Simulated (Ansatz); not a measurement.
# Twisted silicene bilayer, 7.34° (244 atoms): taking the cell apart

Aim: the interaction energy between the two parts of twisted silicene bilayer, 7.34° (244 atoms) and its distance dependence.

Calculated with Ansatz 0.2.0; Kohn-Sham DFT, PBEsol, PAW (set soft_2), plane waves.

## Step 1: Set-up

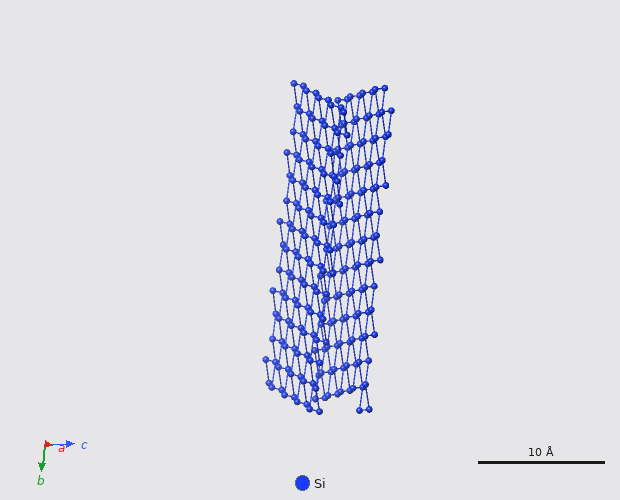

The cell as given, from the side, with the c axis across the page (silicon blue).

The cell holds 244 atoms: 244 Si. Its edges and angles: a = 30.148 Å, b = 30.148 Å, c = 18.140 Å, α = 90.0°, β = 90.0°, γ = 120.0°. It derives from Si (silicene). Silicene (a = 3.86 Å) under silicene (a = 3.86 Å), bilayer, commensurate cell of 61 unit cells a layer, twist 7.34 deg; facing planes 3.26 Å apart; 14 Å of vacuum; layers as built, displaced by a Gaussian of 0.01 Å. Regions: layer 1, 122 atoms (122 Si); layer 2, 122 atoms (122 Si). Vacuum lies along c.

## Step 2: Single point at the start

The forces at the start show how far the geometry lies from a minimum of this functional.

input.yaml reads:

```yaml
crystal:
  lattice:
    - [30.1476, 0.0, 0.0]
    - [-15.0738, 26.10859, 0.0]
    - [0.0, 0.0, 18.14]
  atoms:
    - { symbol: Si, position: [0.08719, 0.86293, 0.40975] }
    - { symbol: Si, position: [0.09249, 0.7919, 0.38662] }
    - { symbol: Si, position: [0.15313, 0.01125, 0.40989] }
    - { symbol: Si, position: [0.15824, 0.93931, 0.385] }
    - { symbol: Si, position: [0.10378, 0.64953, 0.41056] }
    - { symbol: Si, position: [0.10901, 0.579, 0.38513] }
    - { symbol: Si, position: [0.16951, 0.79778, 0.40931] }
    - { symbol: Si, position: [0.17438, 0.72688, 0.38654] }
    - { symbol: Si, position: [0.23534, 0.94548, 0.41062] }
    - { symbol: Si, position: [0.2402, 0.87503, 0.38585] }
    - { symbol: Si, position: [0.12039, 0.43697, 0.4106] }
    - { symbol: Si, position: [0.12577, 0.36577, 0.38673] }
    - { symbol: Si, position: [0.18639, 0.58516, 0.40987] }
    - { symbol: Si, position: [0.191, 0.51335, 0.38731] }
    - { symbol: Si, position: [0.25183, 0.73277, 0.41003] }
    - { symbol: Si, position: [0.25679, 0.66124, 0.38665] }
    - { symbol: Si, position: [0.3176, 0.87972, 0.41043] }
    - { symbol: Si, position: [0.32228, 0.80857, 0.3865] }
    - { symbol: Si, position: [0.38266, 0.02771, 0.41016] }
    - { symbol: Si, position: [0.38881, 0.95692, 0.38622] }
    - { symbol: Si, position: [0.07123, 0.07675, 0.41033] }
    - { symbol: Si, position: [0.07649, 0.00536, 0.38632] }
    - { symbol: Si, position: [0.13676, 0.22424, 0.41055] }
    - { symbol: Si, position: [0.14141, 0.15245, 0.3853] }
    - { symbol: Si, position: [0.20218, 0.37156, 0.41117] }
    - { symbol: Si, position: [0.20784, 0.30078, 0.38569] }
    - { symbol: Si, position: [0.26775, 0.51896, 0.41038] }
    - { symbol: Si, position: [0.27358, 0.44882, 0.38635] }
    - { symbol: Si, position: [0.3338, 0.66664, 0.41035] }
    - { symbol: Si, position: [0.33914, 0.59604, 0.38621] }
    - { symbol: Si, position: [0.39905, 0.81409, 0.4109] }
    - { symbol: Si, position: [0.40414, 0.74309, 0.38584] }
    [... 206 atom lines left out ...]
    - { symbol: Si, position: [0.56049, 0.02028, 0.61455] }
    - { symbol: Si, position: [0.55508, 0.94328, 0.59069] }
    - { symbol: Si, position: [0.64245, 0.16787, 0.61388] }
    - { symbol: Si, position: [0.63705, 0.09112, 0.59025] }
    - { symbol: Si, position: [0.62556, 0.93774, 0.61347] }
    - { symbol: Si, position: [0.6202, 0.8609, 0.59036] }
kpoints:
  mp_grid: { grid: [3, 3, 1] }
hamiltonian:
  xc: pbesol
scf:
  occupations: { method: fermi_dirac, width: 0.05 }
output:
  forces: true
```

Started as:

```sh
> ansatz run input.yaml --threads 11 --pin off --max-ram 102400MiB --backend cuda --events-out ev --progress --plain --runs-dir out
```

Numbers of over 12 decimals in the logs are rounded to 6 here.

Output:

```text
Engine: ansatz 0.2.0, x86_64-unknown-linux-gnu
Pseudopotentials: kind: paw
Pseudopotential: Si, paw, valence charge 4, recommended cutoff 420 eV (normal), Si.paw.azcp
[... 3 lines on functional and potentials left out ...]
GPU FFT provider: cuFFT
GPU libraries: cuBLAS 13.8.2, cuFFT 12.4.0, cuSOLVER 12.3.4
Crystal: 244 atoms, lattice volume = 14278.199 Å³
Basis set: ecut = 420 eV, 279229 PW (Γ), exchange–correlation on 432×432×250 points (8 copies of the dense FFT grid, shifted against one another)
Bands: 732, of which v1, the nominal top of the filled ones, is band 488 counted from 1 (487 counted from 0)
Symmetry: 1 space group operations
Space group: P1 (ITA 1), of the structure as read, at distance tolerance 2.4e-4 Å
k-points: 5 of 9 (time reversal used)
[... 4 lines on functional and potentials left out ...]
Initial density: superposition of atomic densities (neutral atoms: chi_scale 0, normalization atom), corrected by the library's trained network
Initial wavefunctions: pseudopotential atomic-orbital guess
GPU buffer pool allocated for 5832000 grid points (all kernels)
GPU transforms: local potential and band sums: pruned to the plane-wave sphere, on 216×216×125
GPU projectors: by the tables: the GPU's memory has no room for the FFT box's points about the atoms
Functional: x = pbesol(κ = 0.804, μ = 0.123457), c = pbesol(β = 0.046)
SCF iter   1: F=—  HF=-151479.282552 eV  |F-HF|=—  |Δ(HF+E_count)|=         —  Δρ=2.28e-3  dr2=3.51e0  ethr=1.77e-3  ⟨swp⟩=7.0  Hψ=23431  notcnv=0  defer=637
preconditioner: auto → LDOS  [metal: Δε(μ)=0.008 eV  Ē_g=7.026 eV  σ=0.050 eV  W_gap=0.04  n_scr=1288 (ndim 8)  ℏωp=9.7 eV  f_vac=0.528  D(μ)=45.45/eV (n_scr^D=112)  β→1.0]
SCF iter   2: F=—  HF=-151479.542271 eV  |F-HF|=—  |Δ(HF+E_count)|=   2.60e-1  Δρ=1.68e-3  dr2=3.05e0  ethr=3.59e-4  ⟨swp⟩=4.0  Hψ=8728  notcnv=0  defer=765
SCF iter   3: F=—  HF=-151479.116505 eV  |F-HF|=—  |Δ(HF+E_count)|=   4.26e-1  Δρ=4.81e-4  dr2=2.09e-1  ethr=3.12e-4  ⟨swp⟩=3.8  Hψ=5315  notcnv=0  defer=765
SCF iter   4: F=—  HF=-151479.080941 eV  |F-HF|=—  |Δ(HF+E_count)|=   3.56e-2  Δρ=1.05e-4  dr2=9.47e-3  ethr=2.14e-5  ⟨swp⟩=2.0  Hψ=4882  notcnv=0  defer=765
SCF iter   5: F=—  HF=-151479.090199 eV  |F-HF|=—  |Δ(HF+E_count)|=   9.26e-3  Δρ=4.25e-5  dr2=1.69e-3  ethr=9.70e-7  ⟨swp⟩=2.0  Hψ=5341  notcnv=0  defer=765
SCF iter   6: F=—  HF=-151479.086178 eV  |F-HF|=—  |Δ(HF+E_count)|=   4.02e-3  Δρ=1.72e-5  dr2=3.09e-4  ethr=1.74e-7  ⟨swp⟩=2.0  Hψ=4243  notcnv=0  defer=765
SCF iter   7: F=—  HF=-151479.090189 eV  |F-HF|=—  |Δ(HF+E_count)|=   4.01e-3  Δρ=7.38e-6  dr2=3.44e-5  ethr=3.17e-8  ⟨swp⟩=2.0  Hψ=4111  notcnv=0  defer=765
SCF iter   8: F=—  HF=-151479.087119 eV  |F-HF|=—  |Δ(HF+E_count)|=   3.07e-3  Δρ=3.60e-6  dr2=8.04e-6  ethr=3.53e-9  ⟨swp⟩=2.6  Hψ=6396  notcnv=0  defer=765
SCF iter   9: F=—  HF=-151479.087120 eV  |F-HF|=—  |Δ(HF+E_count)|=   1.10e-6  Δρ=1.53e-6  dr2=1.33e-6  ethr=8.23e-10  ⟨swp⟩=2.0  Hψ=4405  notcnv=0  defer=765
SCF iter  10: F=—  HF=-151479.087120 eV  |F-HF|=—  |Δ(HF+E_count)|=   1.57e-7  Δρ=6.56e-7  dr2=2.17e-7  ethr=1.36e-10  ⟨swp⟩=2.0  Hψ=4656  notcnv=0  defer=765
SCF iter  11: F=-151479.087120 eV  HF=-151479.087120 eV  |F-HF|=3.36e-8  |Δ(HF+E_count)|=   1.19e-7  Δρ=3.12e-7  dr2=5.36e-8  ethr=1.02e-11  ⟨swp⟩=4.0  Hψ=10080  notcnv=0
SCF 1 converged in 11 iterations: F = -151479.087120 eV  dr2 = 5.36e-8
  greatest PAW one-centre occupation: 0.654 electrons in one spin orbital (limit 2), on the Si atom at site 31 (counted from 0), in its partial waves of l = 0
SCF converged after 11 iterations
Free energy (F): -151479.087120 eV
Harris-Foulkes:  -151479.087120 eV  (|F-HF|=3.36e-8)
Internal energy: -151478.690434 eV  (E = F + TS)
E sigma→0 (E₀):  -151478.888777 eV
Entropy (-TS):   -0.396686 eV (-1.626 meV/atom)
Fermi energy:    -0.924984 eV
--- Per-component energies (eV) ---
  E_band       = -5761.819620
  E_kinetic    = 9499.008443
  E_local      = -139542.833858  (includes V_loc(G=0)·N_el)
  E_nonlocal   = 6393.157485
  E_hartree    = 64797.057980
  E_xc         = -13125.870465
  E_vxc        = -11133.245187  (∫ρ·V_xc dr)
  E_paw        = -121712.331261  (= ΣΔE_a)
  E_vpaw       = -572.020171  (= ΣTr[D̂ρ^β])
  E_aug_tail   = 0.001532  (compensation charges beyond the density's cutoff)
  E_ewald      = 42205.418909
  E_core_change = 7.700800  (= ΣΔE_core)
  E_smearing   = -0.396686  (= −TS)
  E_closure    = 0.000000  (closes the sum)
  Σ components = -151479.087120   (vs F -151479.087120, Δ=0.00e0)
--- Forces (eV/Å), atoms counted from 1 ---
  atom   1  Si    -0.12193550     0.03849760     0.35980188
  atom   2  Si     0.25210836     0.12700002    -0.15981001
  atom   3  Si     0.01855762    -0.40893017     0.40774029
  atom   4  Si     0.03167896     0.11198940    -0.02957117
  atom   5  Si    -0.30860397     0.20988181     0.13571019
  atom   6  Si     0.34798230     0.02122328    -0.08137732
  atom   7  Si    -0.20228335     0.18366340     0.20508599
  atom   8  Si     0.32807087    -0.22164847    -0.06695588
  atom   9  Si    -0.26993366     0.22335623     0.24980664
  atom  10  Si     0.53339718    -0.34834431    -0.05293436
  atom  11  Si    -0.14944220    -0.17289415     0.27023760
  atom  12  Si     0.04367547     0.12056019    -0.13125203
  atom  13  Si    -0.27037085    -0.25961774     0.15807334
  atom  14  Si     0.13812210     0.21161994    -0.10766011
[...]
atom 243  Si     0.27085749    -0.10018687     0.13032516
  atom 244  Si    -0.11534025     0.20892323    -0.42180237
  max |Σ_I F_I| component: 3.54e-5 eV/Å
```

It took 37 s on 1 × NVIDIA H100 80GB HBM3 with 11 threads of AMD EPYC 7R13 (Zen 3), shared host; peak memory 3.3 GiB.

The program notes that it cut back its plan to fit the GPU's memory.

The r.m.s. force at the start is 0.23 eV/Å.

## Step 3: Relaxation

With the cell held, the atoms are moved downhill towards a nearby minimum.

input.yaml reads:

```yaml
crystal:
  lattice:
    - [30.1476, 0.0, 0.0]
    - [-15.0738, 26.10859, 0.0]
    - [0.0, 0.0, 18.14]
  atoms:
    [... the 244 atom lines of step 2 ...]
kpoints:
  mp_grid: { grid: [3, 3, 1] }
hamiltonian:
  xc: pbesol
scf:
  occupations: { method: fermi_dirac, width: 0.05 }
output:
  forces: true
relax:
  f_tol: 0.05
  max_steps: 120
```

Output:

```text
Engine: ansatz 0.2.0, x86_64-unknown-linux-gnu
Pseudopotentials: kind: paw
Pseudopotential: Si, paw, valence charge 4, recommended cutoff 420 eV (normal), Si.paw.azcp
[... 3 lines on functional and potentials left out ...]
GPU FFT provider: cuFFT
GPU libraries: cuBLAS 13.8.2, cuFFT 12.4.0, cuSOLVER 12.3.4
Crystal: 244 atoms, lattice volume = 14278.199 Å³
Basis set: ecut = 420 eV, 279229 PW (Γ), exchange–correlation on 432×432×250 points (8 copies of the dense FFT grid, shifted against one another)
Bands: 732, of which v1, the nominal top of the filled ones, is band 488 counted from 1 (487 counted from 0)
Symmetry: 1 space group operations
Space group: P1 (ITA 1), of the structure as read, at distance tolerance 2.4e-4 Å
k-points: 5 of 9 (time reversal used)
[... 4 lines on functional and potentials left out ...]
Initial density: superposition of atomic densities (neutral atoms: chi_scale 0, normalization atom), corrected by the library's trained network
Initial wavefunctions: pseudopotential atomic-orbital guess
GPU buffer pool allocated for 5832000 grid points (all kernels)
GPU transforms: local potential and band sums: pruned to the plane-wave sphere, on 216×216×125
GPU projectors: by the tables: the GPU's memory has no room for the FFT box's points about the atoms
Functional: x = pbesol(κ = 0.804, μ = 0.123457), c = pbesol(β = 0.046)
SCF iter   1: F=—  HF=-151479.282538 eV  |F-HF|=—  |Δ(HF+E_count)|=         —  Δρ=2.28e-3  dr2=3.51e0  ethr=1.77e-3  ⟨swp⟩=7.0  Hψ=23431  notcnv=0  defer=637
preconditioner: auto → LDOS  [metal: Δε(μ)=0.008 eV  Ē_g=7.026 eV  σ=0.050 eV  W_gap=0.04  n_scr=1288 (ndim 8)  ℏωp=9.7 eV  f_vac=0.528  D(μ)=45.45/eV (n_scr^D=112)  β→1.0]
SCF iter   2: F=—  HF=-151479.542272 eV  |F-HF|=—  |Δ(HF+E_count)|=   2.60e-1  Δρ=1.68e-3  dr2=3.05e0  ethr=3.59e-4  ⟨swp⟩=4.0  Hψ=8728  notcnv=0  defer=765
SCF iter   3: F=—  HF=-151479.116523 eV  |F-HF|=—  |Δ(HF+E_count)|=   4.26e-1  Δρ=4.81e-4  dr2=2.09e-1  ethr=3.12e-4  ⟨swp⟩=3.8  Hψ=5315  notcnv=0  defer=765
SCF iter   4: F=—  HF=-151479.080966 eV  |F-HF|=—  |Δ(HF+E_count)|=   3.56e-2  Δρ=1.05e-4  dr2=9.47e-3  ethr=2.14e-5  ⟨swp⟩=2.0  Hψ=4882  notcnv=0  defer=765
SCF iter   5: F=—  HF=-151479.087134 eV  |F-HF|=—  |Δ(HF+E_count)|=   6.17e-3  Δρ=4.22e-5  dr2=1.65e-3  ethr=9.70e-7  ⟨swp⟩=2.0  Hψ=6060  notcnv=0  defer=765
SCF iter   6: F=—  HF=-151479.087127 eV  |F-HF|=—  |Δ(HF+E_count)|=   7.16e-6  Δρ=1.68e-5  dr2=2.85e-4  ethr=1.69e-7  ⟨swp⟩=2.0  Hψ=4242  notcnv=0  defer=765
SCF iter   7: F=-151479.087097 eV  HF=-151479.087114 eV  |F-HF|=1.71e-5  |Δ(HF+E_count)|=   1.31e-5  Δρ=7.29e-6  dr2=3.38e-5  ethr=6.40e-9  ⟨swp⟩=3.0  Hψ=10836  notcnv=0
SCF 1 converged in 7 iterations: F = -151479.087097 eV  dr2 = 3.38e-5
[... from here on, the SCF cycles and remarks between the steps are left out, and one step in 5 is shown ...]
[...]
relax step   5: F+E_penalty+E_count = -151504.09062636 eV  Δ(F+E_penalty+E_count) = -5.550e0 eV  max|allowed force component| = 4.950e-1 eV/Å  Δτ_max = 0.1957 Å  (7 SCF iters, dr2 threshold 1.00e-4 eV, accepted)
relax step  10: F+E_penalty+E_count = -151511.00501561 eV  Δ(F+E_penalty+E_count) = -4.995e-1 eV  max|allowed force component| = 4.424e-1 eV/Å  Δτ_max = 0.1951 Å  (8 SCF iters, dr2 threshold 2.95e-5 eV, accepted)
relax step  15: F+E_penalty+E_count = -151514.03413600 eV  Δ(F+E_penalty+E_count) = -5.342e-1 eV  max|allowed force component| = 4.300e-1 eV/Å  Δτ_max = 0.1948 Å  (7 SCF iters, dr2 threshold 1.00e-4 eV, accepted)
relax step  20: F+E_penalty+E_count = -151515.97758872 eV  Δ(F+E_penalty+E_count) = -3.262e-1 eV  max|allowed force component| = 2.645e-1 eV/Å  Δτ_max = 0.1952 Å  (7 SCF iters, dr2 threshold 1.00e-4 eV, accepted)
relax step  25: F+E_penalty+E_count = -151519.00342828 eV  Δ(F+E_penalty+E_count) = -7.378e-1 eV  max|allowed force component| = 2.513e-1 eV/Å  Δτ_max = 0.1917 Å  (7 SCF iters, dr2 threshold 1.00e-4 eV, accepted)
relax step  30: F+E_penalty+E_count = -151521.13409487 eV  Δ(F+E_penalty+E_count) = -3.137e-1 eV  max|allowed force component| = 2.610e-1 eV/Å  Δτ_max = 0.1947 Å  (7 SCF iters, dr2 threshold 1.00e-4 eV, accepted)
Step cancelled. What follows is not a result of the run: it is the report of the last solve that finished, which converged after 7 SCF iterations.
Free energy (F): -151521.134095 eV
Harris-Foulkes:  -151521.134166 eV  (|F-HF|=7.08e-5)
Internal energy: -151520.791388 eV  (E = F + TS)
E sigma→0 (E₀):  -151520.962742 eV
Entropy (-TS):   -0.342706 eV (-1.405 meV/atom)
Fermi energy:    -0.856944 eV
--- Per-component energies (eV) ---
  E_band       = -5814.992746
  E_kinetic    = 9603.271710
  E_local      = -169311.604485  (includes V_loc(G=0)·N_el)
  E_nonlocal   = 6328.267819
  E_hartree    = 79685.269830
  E_xc         = -13227.268790
  E_vxc        = -11265.389042  (∫ρ·V_xc dr)
  E_paw        = -121676.439025  (= ΣΔE_a)
  E_vpaw       = -539.997318  (= ΣTr[D̂ρ^β])
  E_aug_tail   = 0.001565  (compensation charges beyond the density's cutoff)
  E_ewald      = 57070.009188
  E_core_change = 7.700800  (= ΣΔE_core)
  E_smearing   = -0.342706  (= −TS)
  E_closure    = -0.000000  (closes the sum)
  Σ components = -151521.134095   (vs F -151521.134095, Δ=0.00e0)
--- Forces (eV/Å), atoms counted from 1 ---
  atom   1  Si    -0.02226394     0.00736280     0.01105935
  atom   2  Si    -0.00084786    -0.01079410     0.01744002
  atom   3  Si     0.01274735     0.03046889    -0.02835993
  atom   4  Si    -0.01772588    -0.00690858     0.03564408
  atom   5  Si    -0.01053455     0.00315713     0.00610837
  atom   6  Si    -0.00296724    -0.00114131    -0.00677109
  atom   7  Si     0.01831451     0.01312616    -0.00127438
  atom   8  Si    -0.01631500    -0.00092717     0.00796089
[...]
atom  13  Si    -0.00321490    -0.00345466    -0.01450044
  atom  14  Si    -0.00216548    -0.00128458     0.01822014
[...]
atom 243  Si    -0.00169888    -0.01963141    -0.01839017
  atom 244  Si    -0.00235470     0.01623136    -0.00180517
  max |Σ_I F_I| component: 2.10e-3 eV/Å
End of that report.
Error: SIGTERM received: cancelled by the caller after 30 completed ionic steps
```

The job ended after 15 min (1 × NVIDIA H100 80GB HBM3 with 11 threads; peak memory 4.4 GiB).

The relaxation was stopped at its limit after 30 steps, 42.0 eV below its start, with a largest force component of 0.26 eV/Å.

(Part 1 of 3 ends here.)

[Logs are printed without paths, hosts, clocks, repeated set-up lines and the standing remarks that a program may print on its own settings, such as how far it seeks lower states.]

[Hosts, paths, dates, database ids (printed as entryN), source tags and the programs' standing remarks are cut or masked in the printed files.]
